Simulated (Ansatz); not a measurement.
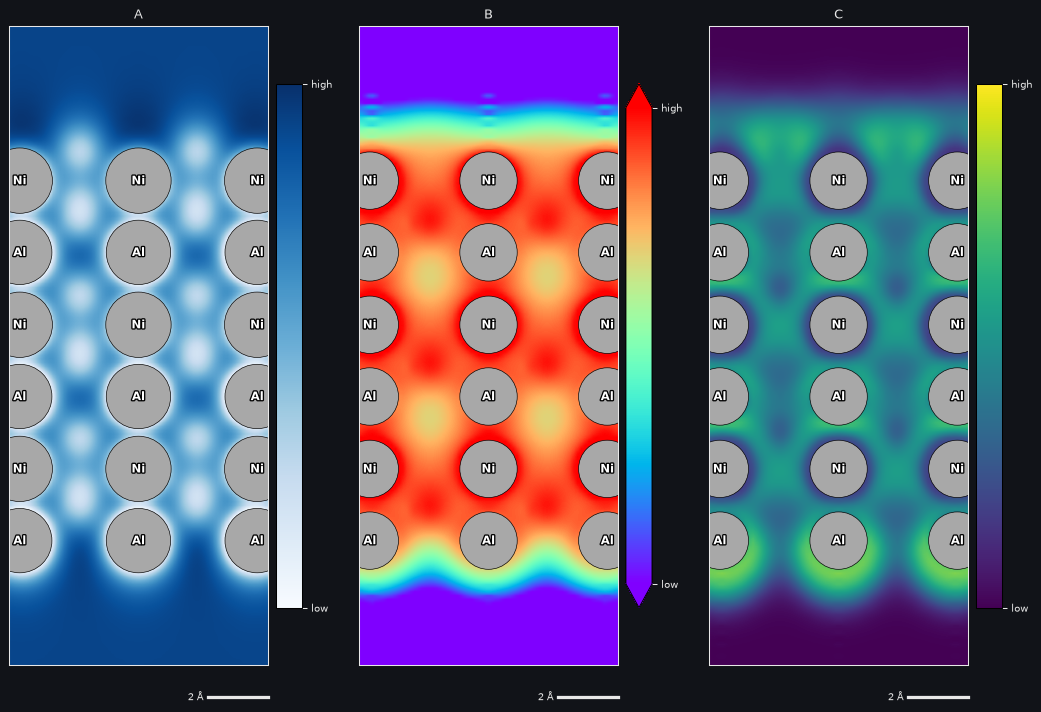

Al₃Ni₂ (slab): 3 fields on the (010) plane of the calculation cell, a cut from vacuum to vacuum, with unlabelled colour scales. Grey discs cover the atomic cores.

Not relaxed (largest force 0.4 eV/Å); computed without spin polarisation.

Method: Ansatz, DFT PBEsol, scalar-relativistic, plane waves, PAW.

```xyz
15
Lattice="4.0031 0.0000 0.0000 -2.0016 3.4668 0.0000 0.0000 0.0000 28.1421" Properties=species:S:1:pos:R:3 pbc="T T T"
Al    0.0000    2.3112    7.4999
Ni    2.0016    1.1556    8.5043
Al    0.0000    0.0000    9.2115
Ni    0.0000    2.3112    9.9190
Al    2.0016    1.1556   10.9231
Al    0.0000    2.3112   12.3594
Ni    2.0016    1.1556   13.3636
Al    0.0000    0.0000   14.0711
Ni    0.0000    2.3112   14.7785
Al    2.0016    1.1556   15.7827
Al    0.0000    2.3112   17.2190
Ni    2.0016    1.1556   18.2231
Al    0.0000    0.0000   18.9306
Ni    0.0000    2.3112   19.6378
Al    2.0016    1.1556   20.6422
```

**The panels show electron localisation function, electrostatic potential energy of an electron and valence pseudo-density in some order. Assign them.**

Panel A: electrostatic potential energy of an electron (low next to the atoms, rising into the space between them). Panel B: valence pseudo-density. Panel C: electron localisation function. From the grid: Al–Ni (2.42 Å): ρ at the midpoint is about 0.32 e/Å³; the ELF is about 0.35 at the midpoint.
